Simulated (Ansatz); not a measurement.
Consider Li.

Input

```
crystal:
  lattice:
    - [1.5505, 0.8951815924, 7.5883]
    - [-1.5505, 0.8951815924, 7.5883]
    - [0.0, -1.7903631848, 7.5883]
  atoms:
    - { symbol: Li, position: [0.778, 0.778, 0.778] }
    - { symbol: Li, position: [0.222, 0.222, 0.222] }
    - { symbol: Li, position: [0.0, 0.0, 0.0] }
hamiltonian:
  xc: lda
  pseudopotentials: { kind: paw }
kpoints:
  mp_grid: { grid: [6, 6, 6] }
  band_path:
    path:
      - [[0.0, 0.0, 0.0], [0.5, 0.0, 0.0], [0.5, 0.1759444034, -0.1759444034]]
      - [[0.8240555966, 0.5, 0.1759444034], [0.5, 0.5, 0.5], [0.0, 0.0, 0.0], [0.3379722017, 0.0, -0.3379722017]]
      - [[0.6620277983, 0.3379722017, 0.0], [0.5, 0.5, 0.0], [0.6620277983, 0.6620277983, 0.1759444034], [0.5, 0.5, 0.5]]
      - [[0.5, 0.0, 0.0], [0.8240555966, 0.3379722017, 0.3379722017]]
    npoints: 14
scf:
  occupations: { method: fermi_dirac, width: 0.05 }
  n_extra_bands: 7
output:
  forces: true
  stress: true
  eigenvalues: true
  fatbands: true
  write_density: true
  write_potential: true
  elf: true
  volumetric_format: npy
```

Launched as:

```sh
ansatz run input.yaml --threads 2 --pin off --max-ram 5632MiB --backend cpu --events-out ev --progress --plain --runs-dir out
```

Below, planes, directions and counts refer to the conventional cell (a = 3.10 Å, b = 3.10 Å, c = 22.76 Å, α = 90.00°, β = 90.00°, γ = 120.00°).

Space group R-3m.

Computed with Kohn-Sham DFT of a periodic cell, LDA, Ansatz PAW (Ansatz).

Q: Predict the valence pseudo-density and electron localisation function between the atoms.

A: Li–Li (3.10 Å): ρ is about 0.05 e/Å³ halfway; the ELF reaches about 0.55 near the midpoint.

Q: Does the calculation make it a metal, or give it a gap?

A: It is gapless in this calculation (a metal or semimetal).

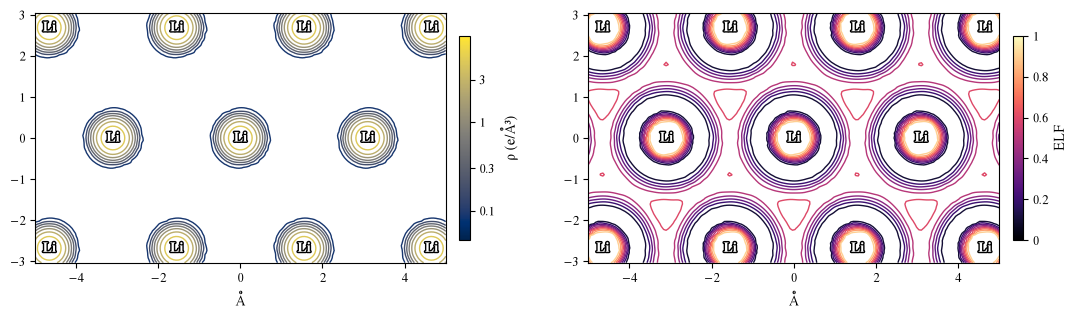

Computed valence pseudo-density and electron localisation function on the (001) plane of the conventional cell, in this order. 

Core electrons are frozen (PAW), and the valence fields are smoothed inside the atomic spheres.
